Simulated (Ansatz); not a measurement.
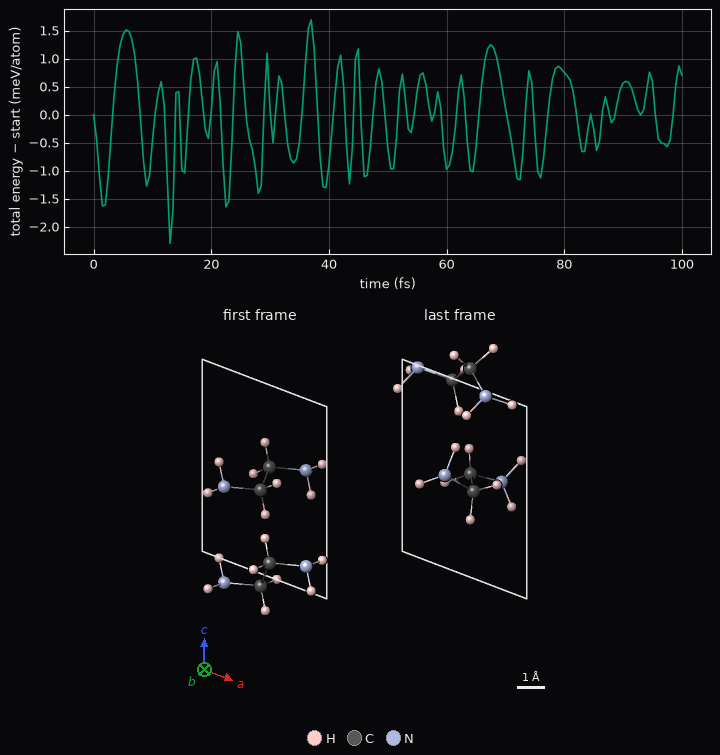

A Born-Oppenheimer molecular dynamics run of a 24-atom cell of H4CN (set up in P2_1/c), 100 fs long. The picture is a ball-and-stick view of the simulation cell, seen along the b axis.

Theory: Ansatz 0.2.0, DFT LDA, scalar-relativistic, plane waves, PAW. Set-up: plane-wave cutoff 420 eV; k-point mesh 2 × 2 × 1; Fermi-Dirac smearing 0.002 eV; low-accuracy preset; constant energy (NVE); velocities drawn for 2400 K; time step 0.5 fs.

Q: Check the integration.

A: The total energy stays between −2.3 and 1.7 meV per atom of its start. A straight-line fit has a slope that amounts to +0.22 meV per atom over 100 fs (under 0.1 % of the mean kinetic energy), and the ripple about it is 1.5 % of the kinetic energy's fluctuation. With a drift under 2 % and a ripple under 7 %, the integration is accurate. The mean temperature in the second half is 1728 K (standard deviation 324 K). The potential energy in the second half lies on average 83.3 meV per atom above the first frame.

Limits of the set-up: the program's low-accuracy preset was used.
